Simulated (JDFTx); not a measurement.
Single-point calculation at one volume of an equation of state of Mo

System: Mo (1 atom in the cell).
Method: Kohn-Sham DFT of a periodic cell, RPBE, PseudoDojo-SR-PBE-0.5-standard, no spin polarisation (JDFTx 1.7.0 (patched build)).

The structure derives from a Materials Project entry. It belongs to a series of runs on one base structure; here: volume scaled by 1.04.

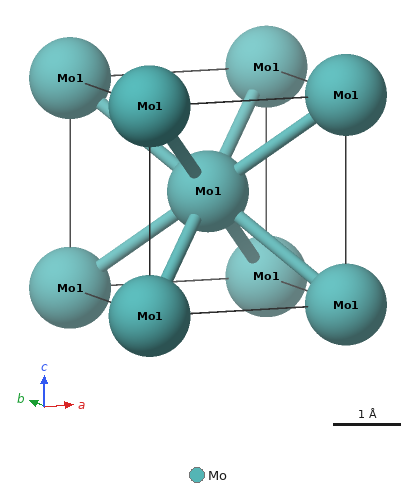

Fig. 1: The structure (ball-and-stick view of the cell 2 times as large as that of the calculation, set on its symmetry axes, seen slightly off an axis; atoms are numbered from 1 in the order of the input). An atom can appear more than once, as a periodic image. Near neighbours in the periodic cell (some may lie outside the picture): Mo has 8 Mo at 2.78 Å.

**Input file**
```
lattice \
   -3.0323508281     3.0323508281     3.0323508281 \
    3.0323508281    -3.0323508281     3.0323508281 \
    3.0323508281     3.0323508281    -3.0323508281
coords-type Cartesian
ion Mo     0.0000000000     0.0000000000     0.0000000000 1

ion-species pseudo/Mo.upf
elec-cutoff 40
elec-ex-corr gga-x-rpbe gga-c-pbe
kpoint-folding 12 12 12
elec-smearing Fermi 0.0018374661
elec-n-bands 13
electronic-SCF nIterations 100 energyDiffThreshold 1e-09
electronic-minimize nIterations 30 energyDiffThreshold 1e-7
forces-output-coords Cartesian

dump-name run.$VAR
dump End Ecomponents EigStats BandEigs Kpoints Forces Stress ElecDensity Dtot KEdensity
```

Run as:
```bash
jdftx -c 1 -i Mo.in -o Mo.out
```

**The program's output**
```
*************** JDFTx 1.7.0 (patched build) ***************

Input parsed successfully to the following command list (including defaults):
[... the input with its defaults ...]

---------- Setting up symmetries ----------

Found 48 point-group symmetries of the bravais lattice
Found 48 space-group symmetries with basis
Applied RMS atom displacement 0 bohrs to make symmetries exact.

---------- Initializing the Grid ----------
R =
[     -3.03235      3.03235      3.03235  ]
[      3.03235     -3.03235      3.03235  ]
[      3.03235      3.03235     -3.03235  ]
unit cell volume = 111.532
G =
[ -9.9323e-18    1.03603    1.03603  ]
[    1.03603 -9.9323e-18    1.03603  ]
[    1.03603    1.03603 -9.9323e-18  ]
Minimum fftbox size, Smin = [  32  32  32  ]
Chosen fftbox size, S = [  32  32  32  ]

---------- Exchange Correlation functional ----------
Initialized LibXC exchange functional 'Hammer, Hansen, and Norskov'
Initialized LibXC correlation functional 'Perdew, Burke & Ernzerhof'

---------- Setting up pseudopotentials ----------
Width of ionic core gaussian charges (only for fluid interactions / plotting) set to 0

Reading pseudopotential file 'pseudo/Mo.upf':
  'Mo' pseudopotential, 'PBE' functional
  Generated using ONCVPSP code by D. R. Hamann
  14 valence electrons, 4 orbitals, 6 projectors, 1001 radial grid points, with lMax = 2
    4S    l: 0   occupation:  2.0   eigenvalue: -2.364714
    4P    l: 1   occupation:  6.0   eigenvalue: -1.414320
    4D    l: 2   occupation:  5.0   eigenvalue: -0.137921
    5S    l: 0   occupation:  1.0   eigenvalue: -0.150182
  Core radius for overlap checks: 1.35 bohrs.

Initialized 1 species with 1 total atoms.

Folded 1 k-points by 12x12x12 to 1728 k-points.

---------- Setting up k-points, bands, fillings ----------
Reduced to 72 k-points under symmetry.
Computing the number of bands and number of electrons
Calculating initial fillings.
nElectrons:  14.000000   nBands: 13   nStates: 72

----- Setting up reduced wavefunction bases (one per k-point) -----
average nbasis = 1347.777 , ideal nbasis = 1347.666

---------- Setting up ewald sum ----------
Optimum gaussian width for ewald sums = 1.893334 bohr.
Real space sum over 2197 unit cells with max indices [  6  6  6  ]
Reciprocal space sum over 2197 terms with max indices [  6  6  6  ]

---------- Allocating electronic variables ----------
Initializing wave functions:  linear combination of atomic orbitals
Note: number of bands (13) exceeds available atomic orbitals (10)
Mo pseudo-atom occupations:   s ( 2 2 )  p ( 6 )  d ( 4 )
	FillingsUpdate:  mu: +0.750603818  nElectrons: 14.000000
LCAOMinimize: Iter:   0  F: -68.4379282548713377  |grad|_K:  3.121e-04  alpha:  1.000e+00
	FillingsUpdate:  mu: +0.747234902  nElectrons: 14.000000
LCAOMinimize: Iter:   1  F: -68.4383228763472147  |grad|_K:  5.754e-06  alpha:  6.660e-01  linmin:  1.938e-03  cgtest: -1.858e-02
	FillingsUpdate:  mu: +0.747233572  nElectrons: 14.000000
LCAOMinimize: Iter:   2  F: -68.4383230768041955  |grad|_K:  1.614e-07  alpha:  9.954e-01  linmin:  3.114e-04  cgtest:  3.197e-02
LCAOMinimize: Encountered beta<0, resetting CG.
	FillingsUpdate:  mu: +0.747235257  nElectrons: 14.000000
LCAOMinimize: Iter:   3  F: -68.4383230769161486  |grad|_K:  2.255e-08  alpha:  7.069e-01  linmin: -1.164e-02  cgtest:  5.112e-02
LCAOMinimize: Converged (|Delta F|<1.000000e-06 for 2 iters).

-------- Electronic minimization -----------
Will mix electronic density at each iteration.
	FillingsUpdate:  mu: +0.747235257  nElectrons: 14.000000
	FillingsUpdate:  mu: +0.738100126  nElectrons: 14.000000
SCF: Cycle:  0   F: -68.458334906646400   dF: -2.001e-02   |Residual|: 2.324e-02   |deigs|: 4.182e-01
	FillingsUpdate:  mu: +0.737483178  nElectrons: 14.000000
SCF: Cycle:  1   F: -68.458481320822898   dF: -1.464e-04   |Residual|: 1.242e-02   |deigs|: 9.074e-03
	FillingsUpdate:  mu: +0.736860171  nElectrons: 14.000000
SCF: Cycle:  2   F: -68.458490720254076   dF: -9.399e-06   |Residual|: 1.127e-03   |deigs|: 1.645e-03
	FillingsUpdate:  mu: +0.736797740  nElectrons: 14.000000
SCF: Cycle:  3   F: -68.458491427487843   dF: -7.072e-07   |Residual|: 4.848e-04   |deigs|: 3.796e-04
	FillingsUpdate:  mu: +0.736786807  nElectrons: 14.000000
SCF: Cycle:  4   F: -68.458491519364713   dF: -9.188e-08   |Residual|: 1.814e-04   |deigs|: 1.913e-04
	FillingsUpdate:  mu: +0.736803727  nElectrons: 14.000000
SCF: Cycle:  5   F: -68.458491549489722   dF: -3.013e-08   |Residual|: 2.999e-05   |deigs|: 1.658e-04
	FillingsUpdate:  mu: +0.736808233  nElectrons: 14.000000
SCF: Cycle:  6   F: -68.458491554888312   dF: -5.399e-09   |Residual|: 2.175e-05   |deigs|: 1.581e-04
	FillingsUpdate:  mu: +0.736807227  nElectrons: 14.000000
SCF: Cycle:  7   F: -68.458491556533900   dF: -1.646e-09   |Residual|: 7.875e-06   |deigs|: 7.338e-04
	FillingsUpdate:  mu: +0.736806690  nElectrons: 14.000000
SCF: Cycle:  8   F: -68.458491556927711   dF: -3.938e-10   |Residual|: 6.332e-06   |deigs|: 5.935e-04
	FillingsUpdate:  mu: +0.736806757  nElectrons: 14.000000
SCF: Cycle:  9   F: -68.458491557029262   dF: -1.016e-10   |Residual|: 9.899e-06   |deigs|: 3.057e-04
SCF: Converged (|Delta E|<1.000000e-09 for 2 iters).

Setting wave functions to eigenvectors of Hamiltonian

# Stress tensor in Cartesian coordinates [Eh/a0^3]:
[  0.000263353            0            0  ]
[            0  0.000263353            0  ]
[            0            0  0.000263353  ]

# Ionic positions in cartesian coordinates:
ion Mo   0.000000000000000   0.000000000000000   0.000000000000000 1

# Forces in Cartesian coordinates:
force Mo  -0.000000000000000   0.000000000000000   0.000000000000000 1

# Energy components:
   Eewald =      -58.8066649061370654
       EH =        9.3180509148805140
     Eloc =      -41.2925690218747121
      Enl =        8.6007267159258110
      Exc =      -10.3014202636678256
 Exc_core =        1.8348615507285870
       KE =       22.1886230946054575
-------------------------------------
     Etot =      -68.4583919155392095
       TS =        0.0000996414900567
-------------------------------------
        F =      -68.4584915570292623

IonicMinimize: Iter:   0  F: -68.458491557029262  |grad|_K:  0.000e+00
IonicMinimize: Converged (|grad|_K<1.000000e-04).

#--- Lowdin population analysis ---
# oxidation-state Mo +0.077

Dumping 'run.eigStats' ...
	eMin: -1.516370 at state 0 ( [ +0.000000 +0.000000 +0.000000 ] spin 0 )
	HOMO: +0.736310 at state 32 ( [ +0.083333 +0.250000 -0.166667 ] spin 0 )
	mu  : +0.736807
	LUMO: +0.738331 at state 59 ( [ +0.250000 +0.333333 -0.333333 ] spin 0 )
	eMax: +1.475074 at state 4 ( [ +0.000000 +0.000000 +0.333333 ] spin 0 )
	HOMO-LUMO gap: +0.002021
	Optical gap  : +0.018613 at state 59 ( [ +0.250000 +0.333333 -0.333333 ] spin 0 )
Done!
```

**Summary**

- outcome: converged
- space group (tolerance 0.01 Å): Im-3m (229)
- electrons treated: 14
- free energy: −1862.8505 eV
- Fermi energy: 20.050 eV
- gap on the k-point mesh: none (metallic)
- pressure: −7.75 GPa
- largest force (length of the vector): under 0.001 eV/Å
- hardware: 1 thread of Intel Xeon (Sapphire Rapids), 32 GiB of memory available, shared host
- wall time: 19 s
- peak memory: 0.09 GiB

**Remarks**

The cell is under a tension of 7.7 GPa at this level, so it is not at its equilibrium volume.
